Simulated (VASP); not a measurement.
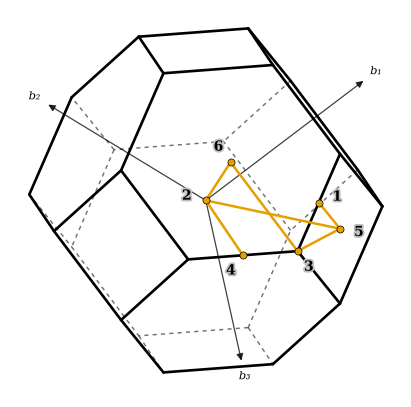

For GaAs, the end point of a relaxation with VASP Kohn-Sham DFT of a periodic cell, vdW-DF, VASP PAW PBE potentials, recommended in VASP: the first Brillouin zone of a face-centred cubic lattice (cF; extended symbol cF2) is drawn with its special points numbered. Symmetry computed with spglib at a tolerance of 0.002 Å; standard conventional cell.

a = 5.845 Å, b = 5.845 Å, c = 5.845 Å, α = 90.00°, β = 90.00°, γ = 90.00°.

Labels and path follow the convention of Hinuma et al. (2017), as computed by seekpath; the arrows show the directions of the reciprocal primitive vectors b₁, b₂, b₃, in which coordinates are given.

Which special point is each number?

```json
{"no.": "1", "label": "U", "coordinates": "(5/8, 1/4, 5/8)"}
{"no.": "2", "label": "Γ", "coordinates": "(0, 0, 0)"}
{"no.": "3", "label": "W", "coordinates": "(1/2, 1/4, 3/4)"}
{"no.": "4", "label": "K", "coordinates": "(3/8, 3/8, 3/4)"}
{"no.": "5", "label": "X", "coordinates": "(1/2, 0, 1/2)"}
{"no.": "6", "label": "L", "coordinates": "(1/2, 1/2, 1/2)"}
```
